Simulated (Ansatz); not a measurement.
Take the following structure.

```cif
data_structure
_symmetry_space_group_name_H-M 'P 1'
_symmetry_Int_Tables_number 1
_cell_length_a 2.7621
_cell_length_b 2.7621
_cell_length_c 9.0651
_cell_angle_alpha 90.000
_cell_angle_beta 90.000
_cell_angle_gamma 120.000
_cell_volume 59.90
loop_
_atom_site_label
_atom_site_type_symbol
_atom_site_fract_x
_atom_site_fract_y
_atom_site_fract_z
_atom_site_occupancy
Al1 Al 0.00000 0.00000 0.00000 1
Al2 Al 0.33333 0.66667 0.25000 1
Al3 Al 0.00000 0.00000 0.50000 1
Al4 Al 0.66667 0.33333 0.75000 1
```

### Characterise the structure given above.

The element is aluminium. The lattice is primitive hexagonal and the space group P6_3/mmc (No. 194). The structure is of the kind named double hexagonal close-packed (α-La type). The cell holds four atoms. The Al atoms are each bonded to twelve Al at 2.76 to 2.77 Å. The bonds build a three-dimensional framework.

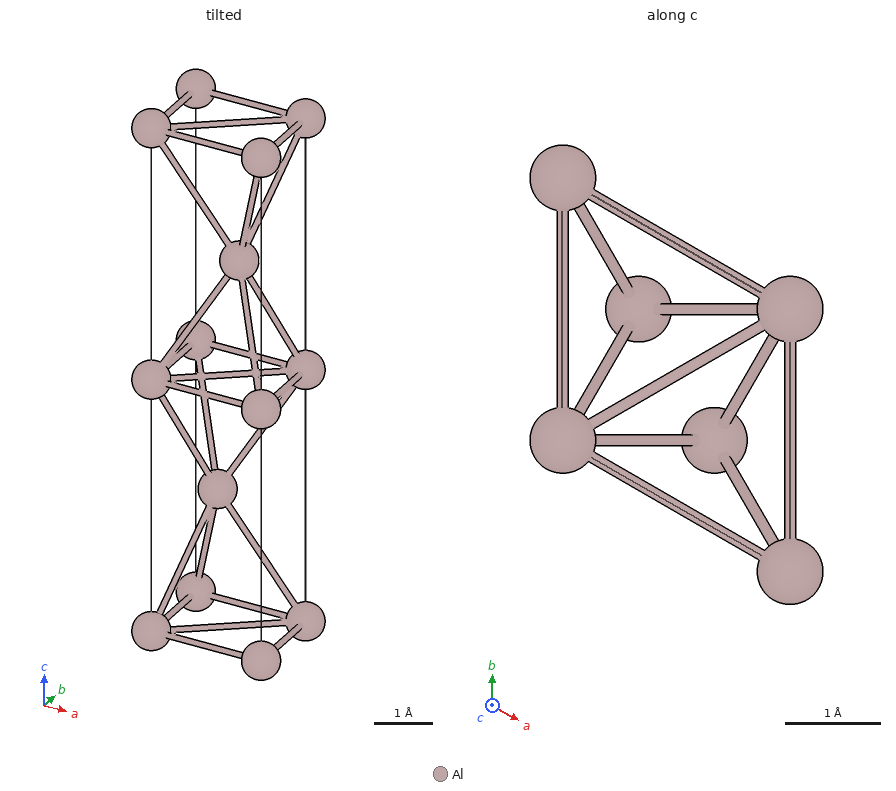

View slightly off an axis and along the c axis, drawn as a ball-and-stick model. The frame is the conventional unit cell; atoms at its boundary are shown with their periodic copies. Colours: aluminium light grey.

Provenance: a structure listed in the Materials Project. The cell was then strained or its atoms displaced on purpose. The atoms were relaxed in a fixed cell with DFT PBEsol, scalar-relativistic, plane waves, PAW in Ansatz.

At this level of theory the cell isn't at rest (compressed, at 8 GPa), so its distances can differ from those at equilibrium, the more so the softer the solid.
